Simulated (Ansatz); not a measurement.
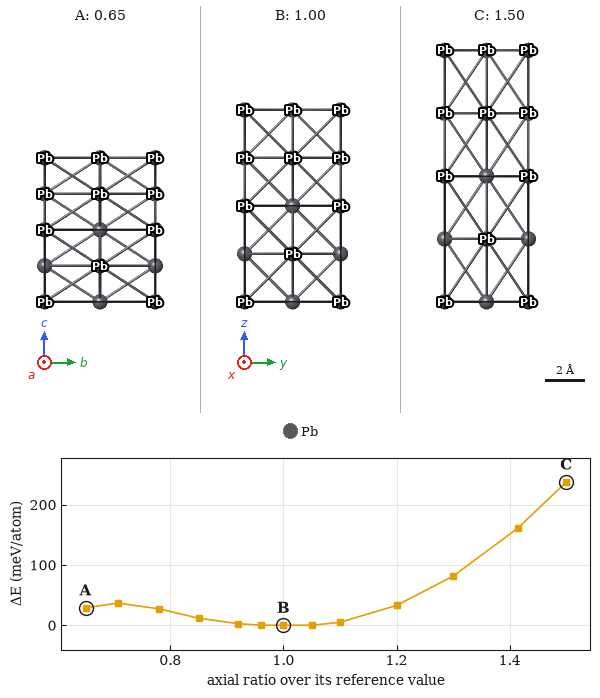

Energy scan for solid Pb (Fm-3m), in which the ratio of the cell's length along z to its lengths across, counted as 1 for the reference, is changed at fixed volume (a tetragonal or Bain path), with the atoms kept at their fractional coordinates. x, y and z are the Cartesian axes of the input. The lettered frames are marked on the plot. The picture is a ball-and-stick view of the conventional cell (4 times the calculation's cell), repeated 1 × 1 × 2 with one cell outlined, seen along the a axis. Lengths and directions refer to the drawn axes.

Computed with DFT PBEsol, scalar-relativistic, plane waves, PAW in Ansatz 0.2.0. Settings: plane-wave cutoff 420 eV; k-point mesh 18 × 18 × 18; occupations gaussian; smearing width 0.15 eV; no spin polarisation. Energies (free energies at the smearing named) are counted from the cell as listed in its source, which wasn't relaxed.

Describe the profile.

Answer. The lowest computed point lies at the relative ratio 1.00 (0.0 meV/atom). A local maximum lies at 0.707 (36.9 meV/atom). At the ends of the scan the energy is 28.9 meV/atom (0.65) and 237.6 meV/atom (1.50). The distortion takes the space group from Fm-3m to I4/mmm, except for Im-3m at 0.707. At the relative ratio 1.50 the cell of the drawing goes a 4.940 → 4.315 Å, b 4.940 → 4.315 Å, c 4.940 → 6.473 Å.

The computed points:

```csv
axial ratio over its reference value,ΔE (meV/atom)
0.650,28.9
0.707,36.9
0.780,27.3
0.850,11.8
0.920,2.7
0.960,0.2
1.000,0.0
1.050,0.1
1.100,4.9
1.200,33.0
1.300,81.6
1.414,160.7
1.500,237.6
```
